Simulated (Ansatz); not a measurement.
System: MgO, space group P-6m2 (No. 187).

Starting cell:
```xyz
2
Lattice="2.9380 0.0000 0.0000 -1.4690 2.5444 0.0000 0.0000 0.0000 2.6797" Properties=species:S:1:pos:R:3 pbc="T T T"
Mg    0.0000    0.0000    0.0000
O     0.0000    1.6963    1.3398
```

How it was computed, with Ansatz 0.2.0: one atom of a crystal moved over a plane, all else fixed, by plane-wave density functional theory with PAW datasets, free energies less that of the undisturbed cell. Level: PBE, no spin polarisation.

wave cutoff 420 eV; k mesh 9×9×8; occupations Gaussian; smearing width 0.05 eV; k shift (0, 0, 0) (mesh steps); start as given; moved atom 1; direction 1 (1, 0, 0) (Cartesian unit vector); direction 2 (0, 1, 0) (Cartesian unit vector).

Predict the map of the energy change over displacement d2 and displacement d1. The grid: displacement d2 −0.6, −0.3, 0, 0.3, 0.6 Å; displacement d1 −0.6, −0.3, 0, 0.3, 0.6 Å.

At the origin the energy is lower than all eight neighbouring grid points, so a minimum lies at or close to the given structure. The energy change is least, 0.00 eV/cell, at displacement d2 of 0 Å and displacement d1 of 0 Å, and largest, 2.64 eV/cell, at displacement d2 of −0.6 Å and displacement d1 of −0.6 Å (and at equivalent points).

Energy change (eV/cell); rows displacement d1 (Å), columns displacement d2 (Å):
|  | −0.6 | −0.3 | 0 | 0.3 | 0.6 |
| --- | --- | --- | --- | --- | --- |
| −0.6 | 2.64 | 1.66 | 0.72 | 0.29 | 0.62 |
| −0.3 | 0.80 | 0.46 | 0.16 | 0.22 | 1.04 |
| 0 | 0.26 | 0.10 | 0.00 | 0.22 | 1.24 |
| 0.3 | 0.80 | 0.46 | 0.16 | 0.22 | 1.04 |
| 0.6 | 2.64 | 1.66 | 0.72 | 0.29 | 0.62 |

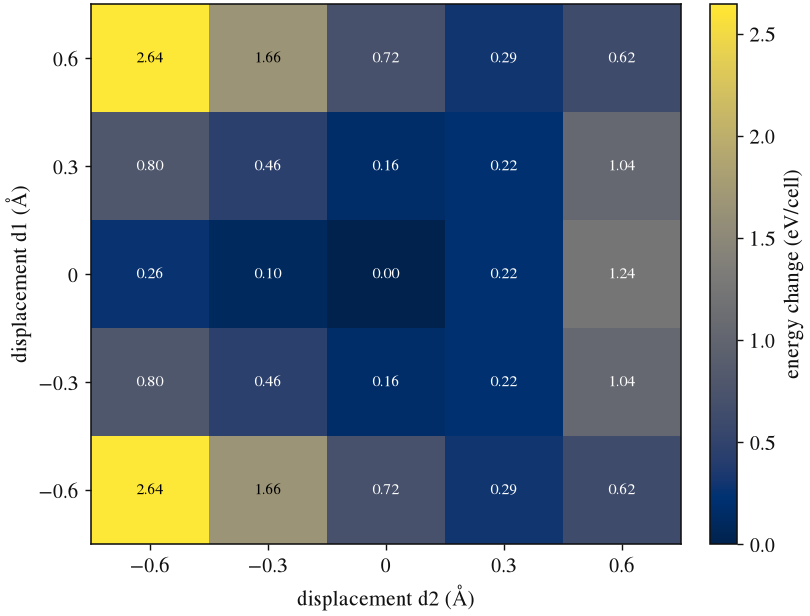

Caveats: odd k mesh can miss points on the zone edge; reference crystal is not relaxed.
